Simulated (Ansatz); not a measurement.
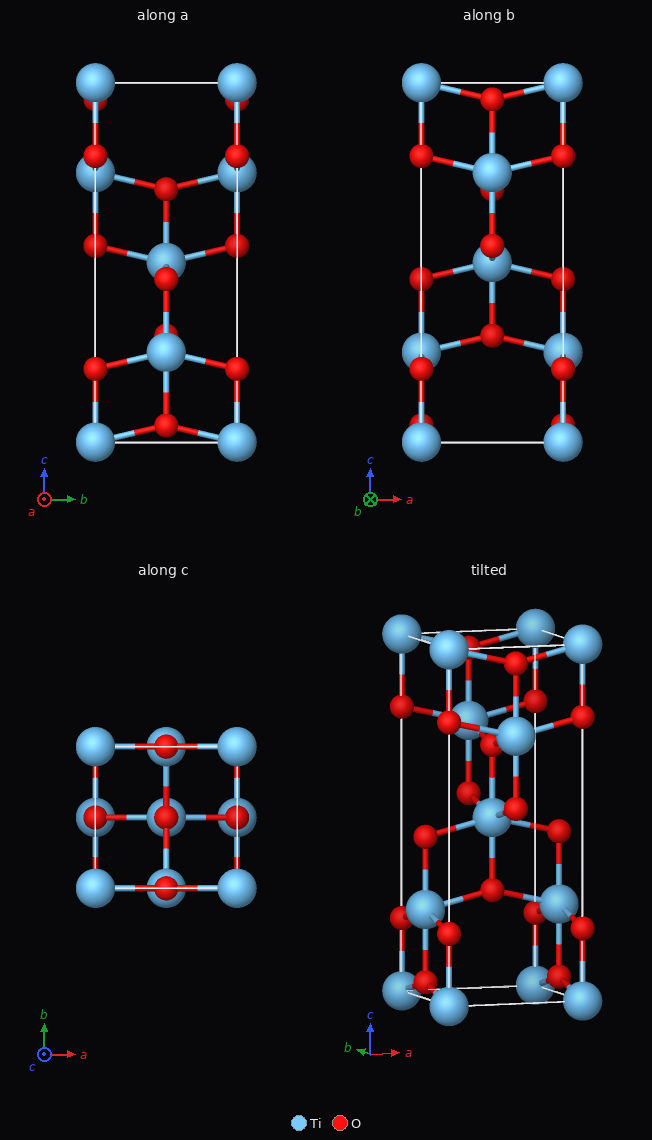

The crystal in a ball-and-stick representation, seen along the a axis, along the b axis, along the c axis and slightly off an axis. Lines trace the edges of the conventional unit cell.

Lattice parameters: a = 3.8911 Å, b = 3.8911 Å, c = 9.8709 Å, α = 90.000°, β = 90.000°, γ = 90.000°.

> Record the structure as a CIF with its space group and independent sites, with free fractional coordinates to two decimals.

```cif
data_structure
_symmetry_space_group_name_H-M 'I 41/a m d :1'
_symmetry_Int_Tables_number 141
_cell_length_a 3.8911
_cell_length_b 3.8911
_cell_length_c 9.8709
_cell_angle_alpha 90.000
_cell_angle_beta 90.000
_cell_angle_gamma 90.000
_cell_volume 149.45
loop_
_atom_site_label
_atom_site_type_symbol
_atom_site_symmetry_multiplicity
_atom_site_Wyckoff_symbol
_atom_site_fract_x
_atom_site_fract_y
_atom_site_fract_z
_atom_site_occupancy
Ti1 Ti 4 a 0.00 0.50 0.25 1
O1 O 8 e 0.00 0.50 0.05 1
```

Starting structure: a structure type filled with these elements by a generator (whether the compound takes this form wasn't checked). The cell was then strained or its atoms displaced on purpose. It went into a calculation with Ansatz.

At this level of theory the cell isn't at rest (stretched, at -10 GPa), so its distances can differ from those at equilibrium, the more so the softer the solid.
